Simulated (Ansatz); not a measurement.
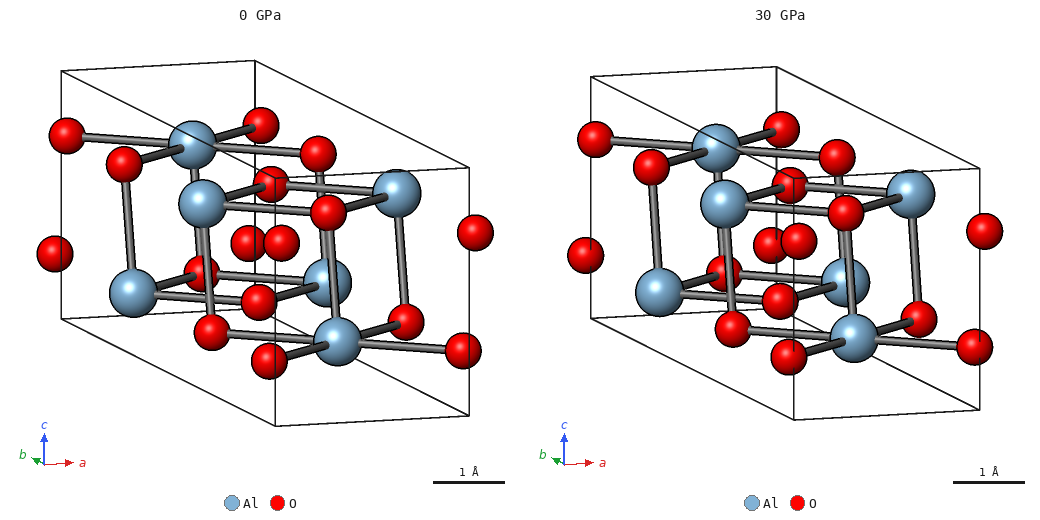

AlO₂, space group Cmcm (No. 63), relaxed (cell and atoms) under a series of hydrostatic pressures; the conventional cell is drawn at the lowest and the highest, to one scale (sticks follow a distance rule). The start was a structure listed in the Materials Project. It needn't be the stable form of this composition.

Alike in all runs: Ansatz 0.2.0; functional PBEsol; potentials Ansatz PAW; cutoff 420 eV; k mesh 9 × 9 × 7 on the run's cell of 6 atoms; occupations fermi-dirac, width 0.05 eV; no spin polarisation; no spin-orbit coupling.

| pressure (GPa) | volume (Å³/atom) | a (Å) | b (Å) | c (Å) |
| --- | --- | --- | --- | --- |
| 0.0 | 8.588 | 2.913 | 9.850 | 3.592 |
| 2.0 | ? | ? | ? | ? |
| 5.0 | 8.376 | 2.888 | 9.740 | 3.573 |
| 10.0 | 8.187 | 2.865 | 9.643 | 3.556 |
| 20.0 | 7.867 | 2.826 | 9.477 | 3.525 |
| 30.0 | 7.599 | 2.791 | 9.338 | 3.499 |

Question: Fit a third-order Birch-Murnaghan equation to the rows given and use it to fill in the volume that is left out.

Answer: The fit gives V0 = 8.59 Å³/atom, B0 = 189 GPa and B0′ = 4.2, which puts the volume at 2.0 GPa at 8.50 Å³/atom. The run gave volume 8.500 Å³/atom; a 2.903 Å; b 9.804 Å; c 3.584 Å.

Question: Which axis yields most up to 30 GPa?

Answer: The b axis: a −4.2 %, b −5.2 %, c −2.6 %, against −11.5 % in volume.

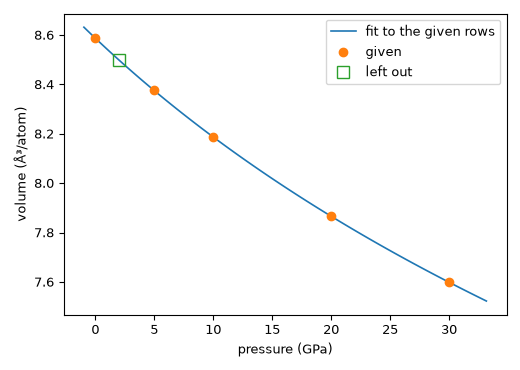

Volume against pressure, with the fit. The structure was kept in its own symmetry, so a change to another phase within this range wouldn't be seen. The gaps aren't listed, since this mesh can miss the band edges.

Caveat: the plane-wave basis is chosen anew once the cell has moved, so the energies of steps on either side of that aren't comparable.
